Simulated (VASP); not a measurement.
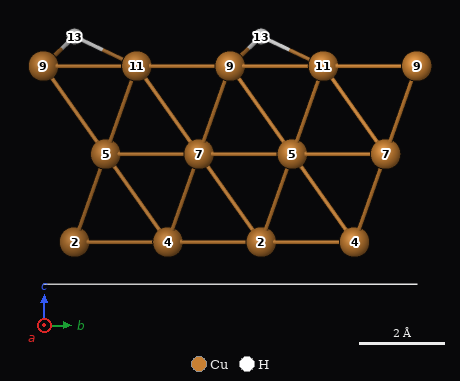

This is the input geometry for a relaxation of a slab of composition Cu$_{12}$H. A ball-and-stick model of the 1 × 2 repeat of the cell, outlined in the plane, without the vacuum, seen along the a axis.

The run lets the atoms move in a fixed cell. 8 atoms are held fixed.

Computed with VASP, Kohn-Sham DFT of a periodic cell, PBE with D3(BJ), VASP PAW PBE potentials, recommended.

The input:
```
SYSTEM = Cu12H
PREC = Accurate
ENCUT = 400
EDIFF = 1E-6
ISMEAR = 1
SIGMA = 0.1
LREAL = Auto
LASPH = .TRUE.
NELM = 80
ALGO = Normal
ISIF = 2
LWAVE = .FALSE.
LCHARG = .FALSE.
GGA = PE
IVDW = 12
IBRION = 2
NSW = 120
EDIFFG = -0.03
ISYM = 0
KPAR = 4
```

Launched with:
```bash
cat potpaw_PBE.64/Cu/POTCAR potpaw_PBE.64/H/POTCAR > POTCAR
mpirun -np 4 vasp_std > vasp.out
```

The structure:
```
Cu H
1.0
     5.10531    0.00000    0.00000
     2.55266    4.42133    0.00000
     0.00000    0.00000   20.66847
Cu H
12 1
Direct
  0.16667 0.16667 0.12096
  0.66667 0.16667 0.12096
  0.16667 0.66667 0.12096
  0.66667 0.66667 0.12096
  0.83333 0.33333 0.22180
  0.33333 0.33333 0.22180
  0.83333 0.83333 0.22180
  0.33333 0.83333 0.22180
  0.00000 0.00000 0.32264
  0.50000 0.00000 0.32264
  0.00000 0.50000 0.32264
  0.50000 0.50000 0.32264
  0.16667 0.16667 0.35651
```

**What does the optimiser find from here?**

Over 7 geometry steps the energy falls by 85.9 meV per cell of the calculation. Largest force component: 0.78 eV/Å at the start, 0.23 eV/Å at the end. The atom that moves furthest is H13 (0.17 Å along the normal (+c)). Largest moves by element: H 0.17 Å, Cu 0.06 Å. The cell stays as it was. Among the contacts that change: Cu10–H13 1.632 → 1.722 Å, Cu5–Cu12 2.553 → 2.502 Å, Cu10–Cu11 2.553 → 2.569 Å, Cu10–Cu11 (another image) 2.553 → 2.537 Å. Among the angles between lasting bonds that change: Cu9–H13–Cu10 102.9° → 96.5°.

After the run, drawn alike:

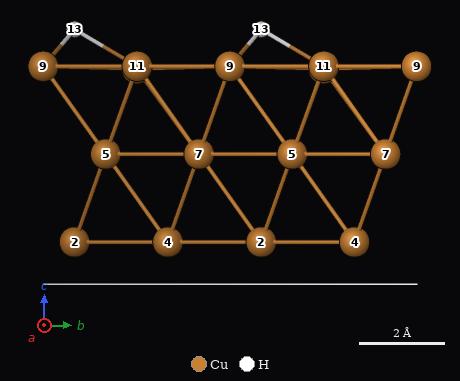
